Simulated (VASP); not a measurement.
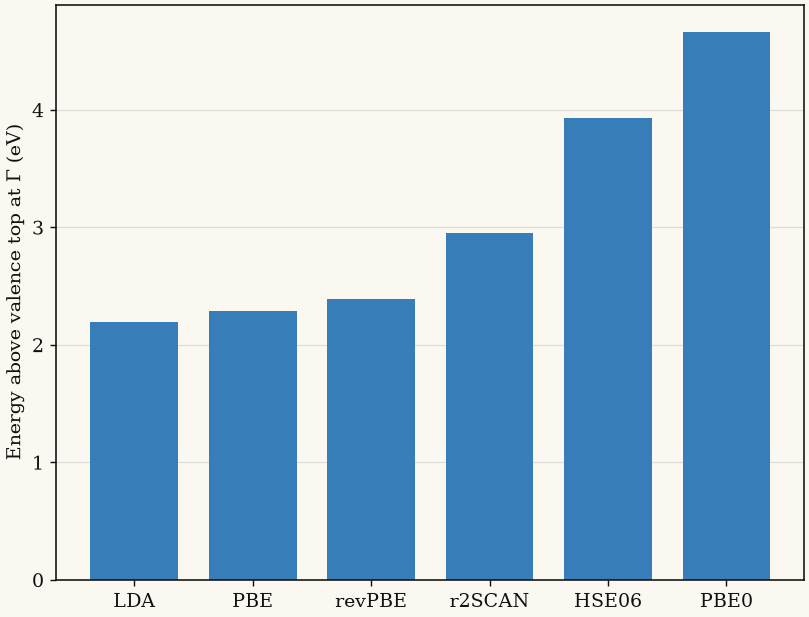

Lowest conduction level at Γ, counted from the valence-band top at Γ, by several methods on one cell of Al2O3, space group P-3m1 (No. 164), 5 atoms in the cell; a = 3.017 Å, c = 7.575 Å (hexagonal axes). All runs are without spin-orbit coupling and carry no moments.

Question: How do the methods rank at Γ?

Answer: From low to high: LDA 2.19, PBE 2.29, revPBE 2.39, r2SCAN 2.95, HSE06 3.93, PBE0 4.66 eV.

| method | program | Γ (eV) |
| --- | --- | --- |
| LDA | VASP | 2.19 |
| PBE | VASP | 2.29 |
| revPBE | VASP | 2.39 |
| r2SCAN | VASP | 2.95 |
| HSE06 | VASP | 3.93 |
| PBE0 | VASP | 4.66 |

Settings. LDA: VASP PAW LDA potentials, release 64 (Al, O), 10×10×4 k mesh, 520 eV cutoff, Gaussian smearing of 0.02 eV (VASP 6.6.1). PBE: VASP PAW PBE potentials, release 64 (Al, O), 10×10×4 k mesh, 520 eV cutoff, Fermi-Dirac smearing of 0.05 eV (VASP). revPBE: VASP PAW PBE potentials, release 64 (Al, O), 7×7×3 k mesh, 520 eV cutoff, Fermi-Dirac smearing of 0.05 eV (VASP 6.6.1). r2SCAN: VASP PAW PBE potentials, release 64 (Al, O), 7×7×3 k mesh, 520 eV cutoff, Fermi-Dirac smearing of 0.05 eV (VASP 6.6.1). HSE06: VASP PAW PBE potentials, release 64 (Al, O), 6×6×2 k mesh, 520 eV cutoff, Gaussian smearing of 0.02 eV (VASP 6.6.1). PBE0: VASP PAW PBE potentials, release 64 (Al, O), 6×6×2 k mesh, 520 eV cutoff, Gaussian smearing of 0.02 eV (VASP).

These are six of the 15 methods that were run on this cell. The usual form of Al2O3 is corundum. LDA, GGA and most meta-GGA functionals understate gaps. revPBE, r2SCAN, HSE06 and PBE0: the PAW data sets were made with another functional. HSE06 and PBE0: the k mesh is thin for exact exchange.
